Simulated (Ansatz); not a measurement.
# WS: from a guess to a relaxed structure, part 2 of 2

Aim: relax a trial structure of WS and see where it ends.

Ansatz 0.2.0; DFT PBE, scalar-relativistic, plane waves, PAW. Earlier steps stand in the parts before.

### 4 Final relaxation

The end of the coarse run is made exact in the group found at a tolerance of 0.06 Å and reduced to its primitive cell.

Input file input.yaml:

```yaml
crystal:
  lattice:
    - [3.0072119443, 0.0, 0.0]
    - [0.0, 3.0072119443, 0.0]
    - [0.0, 0.0, 3.0072119443]
  atoms:
    - { symbol: W, position: [0.5, 0.5, 0.5] }
    - { symbol: S, position: [0.0, 0.0, 0.0] }
basis:
  ecutwfc: 420
kpoints:
  mp_grid: { grid: [18, 18, 18] }
hamiltonian:
  xc: pbe
scf:
  occupations: { method: gaussian, width: 0.1 }
output:
  forces: true
  stress: true
  eigenvalues: true
  write_density: true
  write_potential: true
  elf: true
  volumetric_format: npy
relax:
  adjacent_minimum: "off"
  f_tol: 0.01
  max_steps: 80
  cell: { stress_tol: 0.05 }
```

Launch:

```console
ansatz run input.yaml --threads 1 --pin off --max-ram 2048MiB --backend cpu --events-out ev --progress --plain --runs-dir out
```

What it wrote, shortened:

```text
Warning: RAYON_NUM_THREADS=1 ignored (pool sized by the plan → 1); use --threads N
[...]
Pseudopotentials: kind: paw
Pseudopotential: W, paw, valence charge 14, recommended cutoff 420 eV (normal), W.paw.azcp
Pseudopotential: S, paw, valence charge 6, recommended cutoff 420 eV (normal), S.paw.azcp
Functional definition: PBE
[...]
Crystal: 2 atoms, lattice volume = 27.195 Å³
Basis set: ecut = 420 eV, 515 PW (Γ), exchange–correlation on 48×48×48 points (8 copies of the dense FFT grid, shifted against one another)
Bands: 14, of which v1, the nominal top of the filled ones, is band 10 counted from 1 (9 counted from 0)
Symmetry: 48 space group operations
Space group: Pm-3m (ITA 221), of the structure as read, at distance tolerance 3.0e-5 Å
k-points: 220 of 5832
[...]
SCF iter   1: F=—  HF=-11286.443679 eV  |F-HF|=—  |Δ(HF+E_count)|=         —  Δρ=3.41e-3  dr2=1.52e-3  ethr=1.77e-3  ⟨swp⟩=5.0  Hψ=17709  notcnv=0
[...]
--- Stress (GPa, compression-positive) ---
       -0.000012       0.000000       0.000000
        0.000000      -0.000012       0.000000
       -0.000000       0.000000      -0.000012
  P = ⅓ Tr σ = -0.0000 GPa (-0.000 kbar)
--- Band table (eV; the first three rows and the last of 220) ---
  k-point 0: bands = ["-54.2781", "-18.4079", "-18.4079", "-18.4079", "2.4605", "15.5046", "15.5046", "17.2076", "17.2076", "17.2076", "21.2451", "21.2451", "21.2451", "22.4296"]
[...]
--- Relaxed structure (3 steps of the walk, 3 accepted, 1 SCFs on fresh bases) ---
  F+E_penalty+E_count = -11286.44408963 eV   max|allowed force component| = 3.846e-30 eV/Å   (the final SCF, on the basis selected at the relaxed cell)
  cell:  # Å, volume = 27.2137 Å³
    - [3.0078929009678097, -4.0374312636242833e-35, -3.209883240645393e-35]
    - [-4.0374312636242833e-35, 3.0078929009678097, -2.0061770254033706e-36]
    - [0.0, -2.0061770254033706e-36, 3.0078929009678097]
  atoms:
    - { symbol: W, position: [0.5, 0.5, 0.5] }
    - { symbol: S, position: [-2.668487705637181e-36, -2.4886774989441784e-37, -2.501707224060265e-37] }
```

Wall time 22 s (1 thread of Intel Xeon Platinum 8259CL at 2.50GHz (Skylake/Cascade Lake), shared host); peak memory 0.45 GiB.

The steps of the relaxation:

```csv
step,E - E(step 1) (eV/cell),largest force component (eV/Å),pressure (GPa),volume (Å³)
1,0.0000,0.0000,0.16,27.20
2,0.0000,0.0000,-0.09,27.22
3,0.0000,0.0000,0.00,27.21
4,0.0000,0.0000,0.00,27.21
```

Step 1 is the start. Step 4 repeats the geometry before it on a plane-wave basis chosen anew for that cell, so its energy need not be comparable with the rows above.

|  | before | after | change |
| --- | --- | --- | --- |
| a (Å) | 3.007 | 3.008 | 0.0 % |
| b (Å) | 3.007 | 3.008 | 0.0 % |
| c (Å) | 3.007 | 3.008 | 0.0 % |
| volume (Å³/atom) | 13.60 | 13.61 | +0.1 % |
| shortest distance (Å) | 2.604 | 2.605 | 0.0 % |
| space group (0.01 Å) | Pm-3m | Pm-3m | same |

The run keeps the 48 symmetry operations of the start, so it could not have lowered the symmetry.

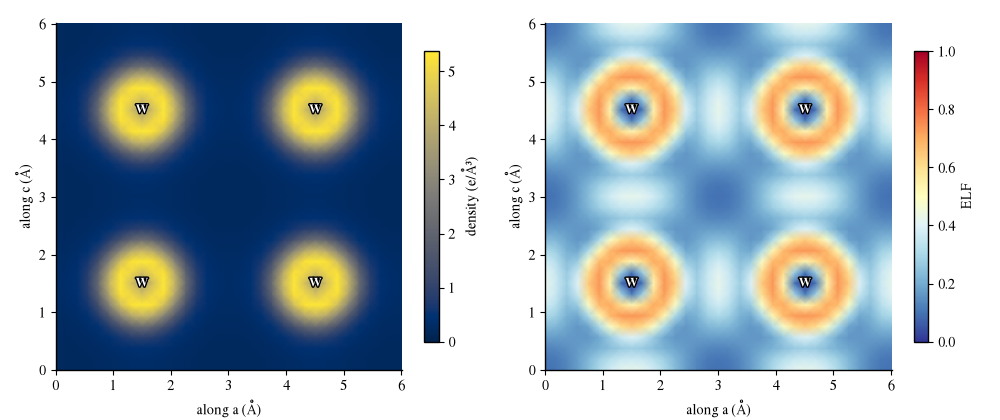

Density (left) and ELF (right) in a lattice plane of the grid's cell (edges 3.01 and 3.01 Å, at 0.500 of the third edge), which holds W. Only atoms in the plane are labelled. Both are smooth fields of the valence electrons: close to the nuclei they are not physical.

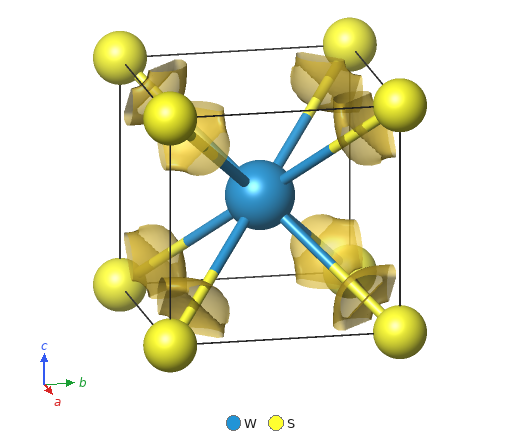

Surface of ELF = 0.77, drawn in one cell.

Outside the cores ELF peaks at 0.83 in the shell around S, 0.8 Å from S.

### 5 Variant: chi_scale 0.0

Input file input.yaml:

```yaml
crystal:
  lattice:
    - [3.007892901, 0.0, 0.0]
    - [0.0, 3.007892901, 0.0]
    - [0.0, 0.0, 3.007892901]
  atoms:
    - { symbol: W, position: [0.5, 0.5, 0.5] }
    - { symbol: S, position: [0.0, 0.0, 0.0] }
basis:
  ecutwfc: 420
kpoints:
  mp_grid: { grid: [18, 18, 18] }
hamiltonian:
  xc: pbe
scf:
  occupations: { method: gaussian, width: 0.1 }
  initial_density: { chi_scale: 0.0 }
output:
  forces: true
  eigenvalues: true
  stress: true
```

Launch:

```console
ansatz run input.yaml --threads 1 --pin off --max-ram 2048MiB --backend cpu --events-out ev --progress --plain --runs-dir out
```

What it wrote, shortened:

```text
Warning: RAYON_NUM_THREADS=1 ignored (pool sized by the plan → 1); use --threads N
[...]
Pseudopotentials: kind: paw
Pseudopotential: W, paw, valence charge 14, recommended cutoff 420 eV (normal), W.paw.azcp
Pseudopotential: S, paw, valence charge 6, recommended cutoff 420 eV (normal), S.paw.azcp
Functional definition: PBE
[...]
Crystal: 2 atoms, lattice volume = 27.214 Å³
Basis set: ecut = 420 eV, 515 PW (Γ), exchange–correlation on 48×48×48 points (8 copies of the dense FFT grid, shifted against one another)
Bands: 14, of which v1, the nominal top of the filled ones, is band 10 counted from 1 (9 counted from 0)
Symmetry: 48 space group operations
Space group: Pm-3m (ITA 221), of the structure as read, at distance tolerance 3.0e-5 Å
k-points: 220 of 5832
[...]
SCF iter   1: F=—  HF=-11286.483121 eV  |F-HF|=—  |Δ(HF+E_count)|=         —  Δρ=3.35e-2  dr2=2.10e-1  ethr=3.10e-3  ⟨swp⟩=5.0  Hψ=17416  notcnv=0
[...]
SCF iter   6: F=-11286.444090 eV  HF=-11286.444090 eV  |F-HF|=4.00e-11  |Δ(HF+E_count)|=   1.42e-8  Δρ=2.54e-6  dr2=8.41e-10  ethr=5.00e-10  ⟨swp⟩=5.8  Hψ=12481  notcnv=0
[...]
SCF converged after 6 iterations
Free energy (F): -11286.444090 eV
[...]
E sigma→0 (E₀):  -11286.441035 eV
Entropy (-TS):   -0.006109 eV (-3.054 meV/atom)
Fermi energy:    20.080523 eV
[...]
--- Forces (eV/Å), atoms counted from 1 ---
  atom   1  W      0.00000000    -0.00000000     0.00000000
  atom   2  S      0.00000000    -0.00000000    -0.00000000
[...]
--- Stress (GPa, compression-positive) ---
        0.000051      -0.000000       0.000000
        0.000000       0.000051       0.000000
        0.000000       0.000000       0.000051
  P = ⅓ Tr σ = 0.0001 GPa (0.001 kbar)
--- Band table (eV; the first three rows and the last of 220) ---
  k-point 0: bands = ["-54.2781", "-18.4079", "-18.4079", "-18.4079", "2.4605", "15.5046", "15.5046", "17.2076", "17.2076", "17.2076", "21.2451", "21.2451", "21.2451", "22.4296"]
[...]
```

Run time: 4.6 s. Hardware: 1 thread of Intel Xeon Platinum 8259CL at 2.50GHz (Skylake/Cascade Lake), shared host; peak memory 0.4 GiB.

```
    run     ending  energy change  pressure (GPa)  gap (eV)  force (eV/Å)  cycles   time
 step 4  converged              0             0.0      0.00          0.00       -   22 s
variant  converged   0.0 meV/atom             0.0      0.00          0.00       6  4.6 s
```

With the changed start the energy agrees within 0.5 meV/atom.

### 6 What came out

What follows sums up all 2 parts. Changes of volume or cell count from the first structure of part 1.

```
                              quantity                                                                      value
symmetry at the end (tolerance 0.05 Å)                                                space group Pm-3m (No. 221)
                     conventional cell  a = 3.008 Å, b = 3.008 Å, c = 3.008 Å, α = 90.00°, β = 90.00°, γ = 90.00°
                                volume                                                              13.61 Å³/atom
              energy over the elements                                                              +0.22 eV/atom
                       gap on the mesh                                                               none (metal)
```

The space group Pm-3m (No. 221) is kept, and the volume per atom shrinks by 33.4 % from the first guess. The formation energy is positive, so the separate elements lie lower. No finished test with a distortion of lower symmetry is shown, so the end may be a saddle point. Spin-orbit coupling is left out for W.
